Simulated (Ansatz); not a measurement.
Al₂O₃

Input

```
crystal:
  lattice:
    - [2.7582, 0.0, 0.0]
    - [-1.3791, 2.3886712687, 0.0]
    - [0.0, 0.0, 7.2517]
  atoms:
    - { symbol: Al, position: [0.0, 0.0, 0.1965910739] }
    - { symbol: Al, position: [0.0, 0.0, 0.8034089261] }
    - { symbol: O, position: [0.3333333333, 0.6666666667, 0.2931479054] }
    - { symbol: O, position: [0.6666666667, 0.3333333333, 0.0] }
    - { symbol: O, position: [0.3333333333, 0.6666666667, 0.7068520946] }
basis:
  ecutwfc: 520.0
kpoints:
  mp_grid: { grid: [9, 9, 4] }
hamiltonian:
  xc: lda
  dispersion: d3bj
scf:
  occupations: { method: gaussian, width: 0.05 }
output:
  forces: true
  stress: true
  eigenvalues: true
  write_density: true
  write_potential: true
  elf: true
  volumetric_format: npy
```

Launched as:

```sh
ansatz run input.yaml --threads 1 --pin off --max-ram 2048MiB --backend cpu --events-out ev --progress --plain --runs-dir out
```

Below, planes, directions and counts refer to the conventional cell (a = 2.76 Å, b = 2.76 Å, c = 7.25 Å, α = 90.00°, β = 90.00°, γ = 120.00°).

Space group P-6m2; a structure from a database of computed crystals, not necessarily the ambient phase; not relaxed (largest force 1.0 eV/Å); computed pressure about 5 GPa in this cell.

The calculation used Ansatz 0.2.0, DFT LDA+D3(BJ), scalar-relativistic, plane waves, PAW.

> Predict the valence pseudo-density and electron localisation function between the atoms.

Al–O (1.74 Å): ρ is about 0.83 e/Å³ halfway; the ELF peaks at about 0.85 in the valence shell of O, 0.6 Å from its nucleus, and is about 0.80 at the midpoint.

> Metal or insulator at this level of theory?

It is gapped, with a Kohn–Sham gap of 5.5 eV on the k-point mesh, an upper bound to the gap of this method.

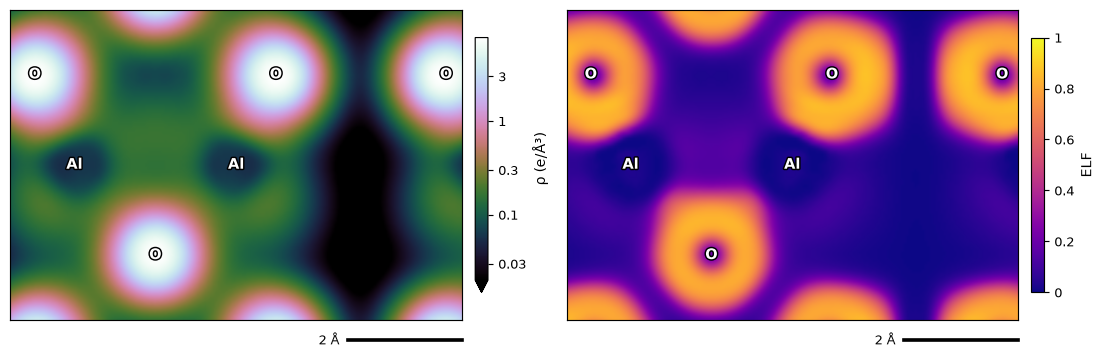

Computed valence pseudo-density and electron localisation function on the (110) plane of the conventional cell, in this order. 

The density is the valence pseudo-density of a PAW calculation; it isn't the true density close to the nuclei.
